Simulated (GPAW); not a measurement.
The compound is HfO₂ (space group Fm-3m, No. 225), taken as an entry of the Crystallography Open Database, as set up for an electronic-structure calculation.

```cif
data_structure
_symmetry_space_group_name_H-M 'P 1'
_symmetry_Int_Tables_number 1
_cell_length_a 5.1150
_cell_length_b 5.1150
_cell_length_c 5.1150
_cell_angle_alpha 90.000
_cell_angle_beta 90.000
_cell_angle_gamma 90.000
_cell_volume 133.82
loop_
_atom_site_label
_atom_site_type_symbol
_atom_site_fract_x
_atom_site_fract_y
_atom_site_fract_z
_atom_site_occupancy
Hf1 Hf 0.00000 0.00000 0.00000 1
O1 O 0.25000 0.25000 0.75000 1
O2 O 0.25000 0.75000 0.75000 1
Hf2 Hf 0.00000 0.50000 0.50000 1
O3 O 0.25000 0.75000 0.25000 1
O4 O 0.25000 0.25000 0.25000 1
Hf3 Hf 0.50000 0.00000 0.50000 1
O5 O 0.75000 0.25000 0.25000 1
O6 O 0.75000 0.75000 0.25000 1
Hf4 Hf 0.50000 0.50000 0.00000 1
O7 O 0.75000 0.75000 0.75000 1
O8 O 0.75000 0.25000 0.75000 1
```

Bonds are taken as Hf–O below 2.5 Å; no other contact counts. Simplification: prune 0- and 1-connected atoms, fold 2-connected ones into links.

Derive the underlying net.

The result is a binodal (4,8)-connected, three-periodic net: O is a 4-connected node; Hf is an 8-connected node, in the ratio 2:1. It is the flu net, known from fluorite. It is a single net, without interpenetration.

```
node  links  point symbol  coordination sequence
   O      4            4⁶             4 22 24 82
  Hf      8    4¹²·6¹²·8⁴             8 12 48 42
```

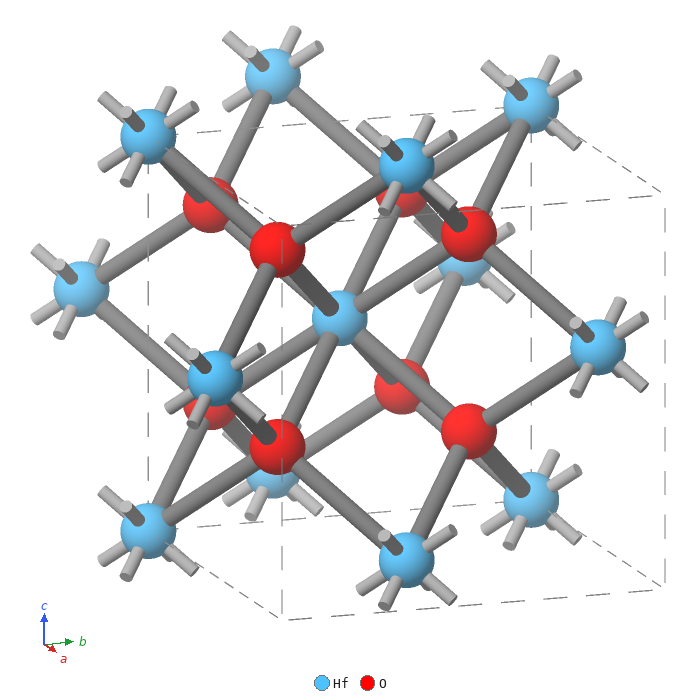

Nodes are coloured by element. Edges to nodes outside the piece are drawn as stubs.
